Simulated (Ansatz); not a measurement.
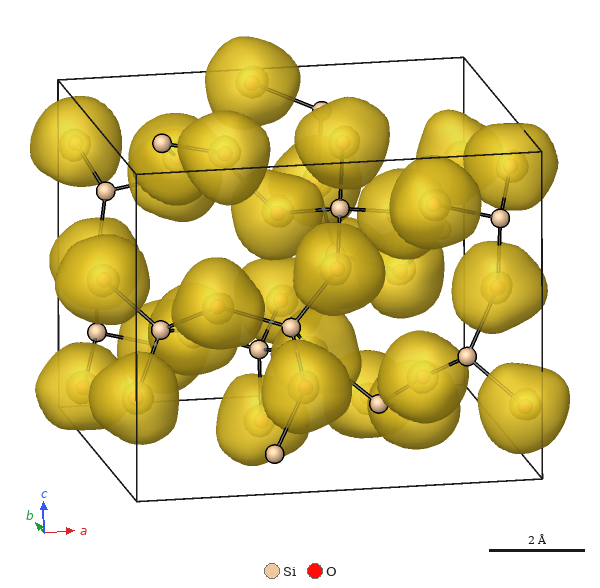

The picture shows: Si₁₆O₃₁ (cell charge +2, with a compensating background) (cell with a defect). Isosurface of the ELF at 0.65 (yellow), seen slightly off an axis. Core shells and regions of very low density are left out. Sticks mark near contacts.

PAW files of the earlier set (soft_1).

Level of theory: DFT PBE, scalar-relativistic, plane waves, PAW (Ansatz).

In a PAW calculation such maps are meaningful between the atoms, not at the nuclei.

Where are the electrons localised?

Answer. The ELF exceeds this value in 31 regions on O in which the atom's valence shell and bonds are merged, counted in one cell of 47 atoms. Regions shared between cells count once. Profiles from the grid: Si–O (1.58 Å): the ELF peaks at about 0.85 between the atoms; a shared but strongly polarised pair. Si–O (1.62 Å): the ELF peaks at about 0.85 between the atoms; a shared but strongly polarised pair.

Metal or insulator at this level of theory?

Answer. It is gapped, with a Kohn–Sham gap of 5.4 eV on the k-point mesh (the band edges may lie off the mesh, which would make the gap smaller).
